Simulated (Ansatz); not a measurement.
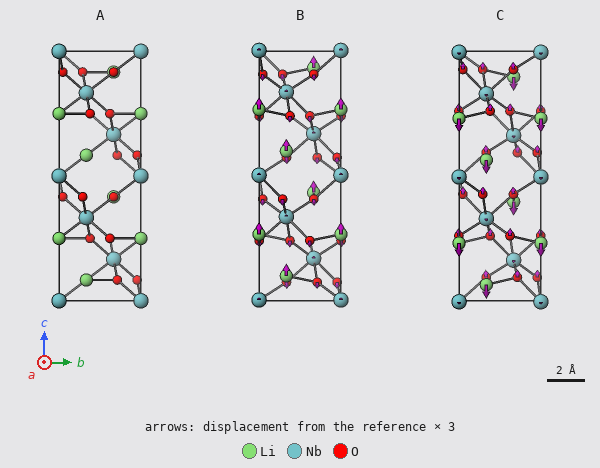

Energy scan for a crystal of LiNbO3 (R-3c), in which a normal mode at the zone centre is frozen in with the cell fixed, the amplitude being the largest displacement of an atom. Style: ball-and-stick. Shown: the conventional cell (3 times the calculation's cell), repeated 1 × 1 × 1 with one cell outlined, along the a axis. Purple arrows: displacements from the reference. Lengths and directions refer to the drawn axes.

All numbers below come from Ansatz 0.2.0, DFT r2SCAN, scalar-relativistic, plane waves, PAW. Settings: plane-wave cutoff 500 eV; k-point mesh 6 × 6 × 6; occupations gaussian; smearing width 0.05 eV; no spin polarisation. Energies (free energies at the smearing named) are counted from the relaxed crystal.

Q: Order these geometries by energy, lowest first.

A: Lowest first: C (the amplitude −0.26 Å, −186.8 meV/cell), B (the amplitude 0.2275 Å, −160.0 meV/cell), A (the amplitude 0.00 Å, 0.0 meV/cell). Over the whole scan: the harmonic wavenumber of the mode is 215i cm⁻¹, so the reference is unstable against it. The lowest computed point lies at the amplitude −0.26 Å and 0.26 Å (by symmetry) (−186.8 meV/cell). A local maximum lies at 0.00 Å (0.0 meV/cell). The energy is still falling at the end of the range, so the minimum along this coordinate lies there or beyond. The end points stand at −186.8 meV/cell (−0.26 Å) and −186.8 meV/cell (0.26 Å). The reference isn't the lowest point: the distortion gains at least 186.8 meV/cell. The distortion takes the space group from R-3c to R3c.
